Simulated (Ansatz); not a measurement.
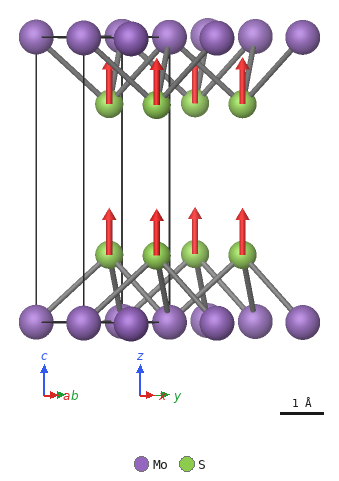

A scan of solid MoS₂ (P-6m2): the whole S sublattice is shifted rigidly, along Cartesian [0 0 1], all else fixed. The picture shows the reference cell. The red arrows give the direction of positive displacement. A ball-and-stick model of the cell of the calculation, repeated 2 × 2 × 1 with one cell outlined, seen from a free direction.

Level of theory: DFT PBE+D3(BJ), scalar-relativistic, plane waves, PAW (Ansatz 0.2.0). Set-up: plane-wave cutoff 420 eV; k-point mesh 12 × 12 × 4; occupations gaussian; smearing width 0.05 eV; no spin polarisation. Energies (free energies at the smearing named) are counted from the relaxed crystal.

```
Mo S
1.0
     3.14972    0.00000    0.00000
    -1.57486    2.72774    0.00000
     0.00000    0.00000    6.64754
Mo S
1 2
Cartesian
  0.0000 0.0000 0.0000
  0.0000 1.8185 1.5666
  0.0000 1.8185 5.0809
```

> Predict the energy profile (the displacement: −0.1000, −0.0750, −0.0500, −0.0250, 0.0000, 0.0125, 0.0250, 0.0375, 0.0500, 0.0625, 0.0750, 0.0875, 0.1000 Å).

| displacement (Å) | energy change (meV/cell) |
| --- | --- |
| −0.1000 | 152.4 |
| −0.0750 | 85.8 |
| −0.0500 | 38.2 |
| −0.0250 | 9.6 |
| 0.0000 | 0.0 |
| 0.0125 | 2.4 |
| 0.0250 | 9.6 |
| 0.0375 | 21.5 |
| 0.0500 | 38.2 |
| 0.0625 | 59.6 |
| 0.0750 | 85.8 |
| 0.0875 | 116.8 |
| 0.1000 | 152.4 |

Points that are alike by symmetry were computed once.

Of the computed points the lowest is at the displacement 0.00 Å, 0.0 meV/cell. The curvature at zero is about 31 eV/Å² per cell. The well is symmetric. At the highest point the shortest interatomic distance is 2.34 Å, against 2.40 Å in the reference. The distortion takes the space group from P-6m2 to P3m1.
